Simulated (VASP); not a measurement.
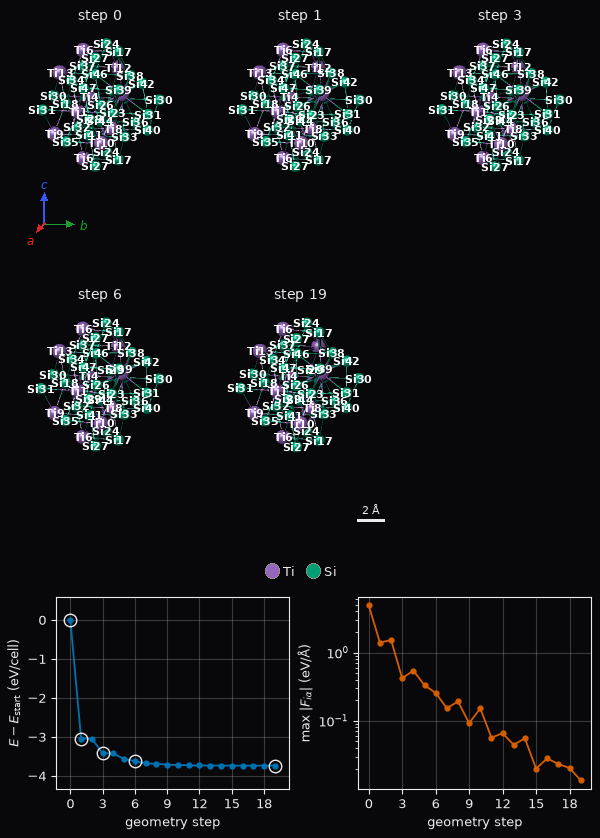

Frames of a relaxation of a defect cell of composition Ti$_{15}$Si$_{32}$, marked on the history of the run. The picture is a ball-and-stick view of the atoms within 5.0 Å of the atom that moves most (axes of the cell of the calculation (origin shifted)), seen slightly off an axis.

The run lets the atoms move in a fixed cell.

Theory: Kohn-Sham DFT of a periodic cell, PBE, VASP PAW PBE potentials, recommended in VASP.

The input:
```
PREC = Accurate
ENCUT = 520
EDIFF = 1E-6
ISMEAR = 1
SIGMA = 0.1
LREAL = F
LASPH = T
NELM = 100
ALGO = Normal
ISIF = 2
LWAVE = F
LCHARG = F
GGA = PE
IBRION = 2
NSW = 60
EDIFFG = -0.02
```

Command:
```bash
cat potpaw_PBE.64/Ti_sv/POTCAR potpaw_PBE.64/Si/POTCAR > POTCAR
mpirun -np 8 vasp_std > vasp.out
```

Describe the path.

The energy falls by 3.736 eV per cell of the calculation in 19 geometry steps. The largest force component goes from 4.9 to 0.013 eV/Å. The largest moves, 0.40 Å, are those of Si atoms. Largest moves by element: Si 0.40 Å, Ti 0.11 Å. The lattice vectors keep their values. Some distances before and after: Si–Si 2.750 → 3.158 Å, Si–Ti 2.104 → 2.489 Å, Si–Si 3.194 → 2.888 Å, Si–Ti 2.111 → 2.405 Å. Bond angles that change, for instance: Si–Si–Si 148.4° → 169.9°, Ti–Si–Ti 120.1° → 132.7°, Ti–Si–Si 105.7° → 118.1°. It ran on 8 threads of AMD EPYC 7R13 Processor (Zen 3) (shared host). From step 0 to 1: Si atoms move most (0.28 Å), energy −3.040 eV per cell of the calculation. From step 1 to 3: Ti and Si atoms move most (0.08 Å), energy −0.374 eV per cell of the calculation. From step 3 to 6: Si atoms move most (0.08 Å), energy −0.204 eV per cell of the calculation. From step 6 to 19: Si atoms move most (0.09 Å), energy −0.117 eV per cell of the calculation.

| step | E − E(0), meV/atom | largest force component, eV/Å |
| --- | --- | --- |
| 0 | 0.00 | 4.8992 |
| 1 | -64.68 | 1.4024 |
| 2 | -64.86 | 1.5289 |
| 3 | -72.65 | 0.4202 |
| 4 | -72.84 | 0.5457 |
| 5 | -75.91 | 0.3318 |
| 6 | -77.00 | 0.2563 |
| 7 | -78.22 | 0.1529 |
| 8 | -78.44 | 0.1922 |
| 9 | -78.95 | 0.0925 |
| 10 | -79.07 | 0.1520 |
| 11 | -79.29 | 0.0568 |
| 12 | -79.32 | 0.0658 |
| 13 | -79.42 | 0.0445 |
| 14 | -79.42 | 0.0555 |
| 15 | -79.47 | 0.0200 |
| 16 | -79.47 | 0.0281 |
| 17 | -79.49 | 0.0233 |
| 18 | -79.49 | 0.0204 |
| 19 | -79.49 | 0.0135 |

Limits of the set-up: the periodic images lie only 8.2 Å apart, so the values are limited by the cell's size.
